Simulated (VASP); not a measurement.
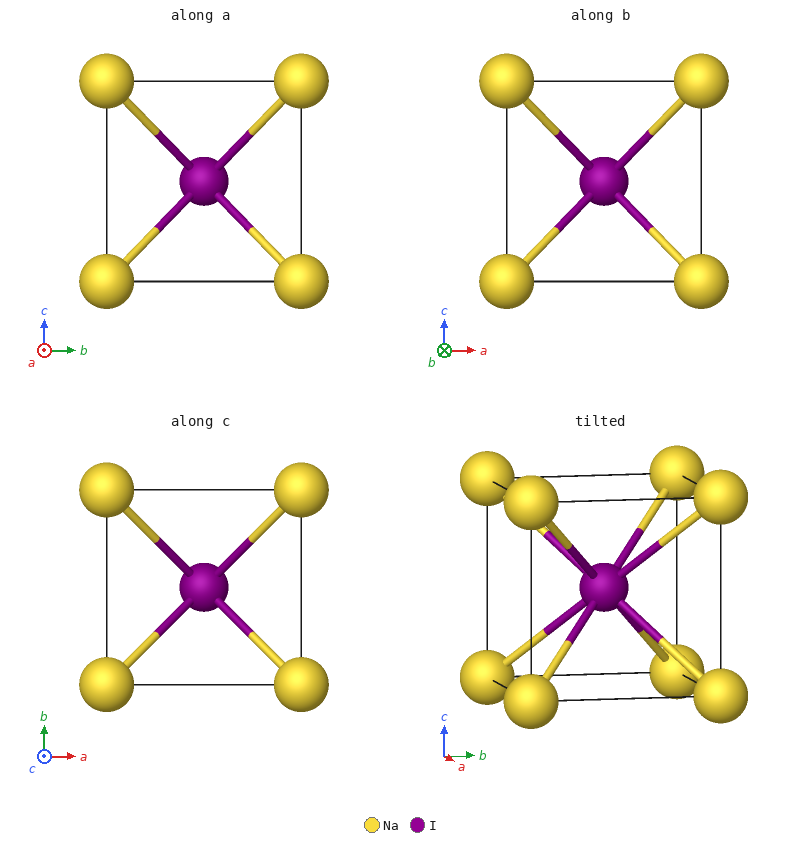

The structure above is drawn in ball-and-stick style and viewed along the a axis, along the b axis, along the c axis and slightly off an axis. Thin lines show the conventional unit cell, with boundary atoms drawn in all their periodic places.

Lattice parameters: a = 3.9250 Å, b = 3.9250 Å, c = 4.0405 Å, α = 90.000°, β = 90.000°, γ = 90.000°.

**From the views, write a CIF in P1 with every atom of the cell.**

```cif
data_structure
_symmetry_space_group_name_H-M 'P 1'
_symmetry_Int_Tables_number 1
_cell_length_a 3.9250
_cell_length_b 3.9250
_cell_length_c 4.0405
_cell_angle_alpha 90.000
_cell_angle_beta 90.000
_cell_angle_gamma 90.000
_cell_volume 62.25
loop_
_atom_site_label
_atom_site_type_symbol
_atom_site_fract_x
_atom_site_fract_y
_atom_site_fract_z
_atom_site_occupancy
Na1 Na 0.0000 0.0000 0.0000 1
I1 I 0.5000 0.5000 0.5000 1
```

Its origin is a structure type filled with these elements by a generator (whether the compound takes this form wasn't checked). The cell was then strained or its atoms displaced on purpose. It was run through VASP as a DFT input.
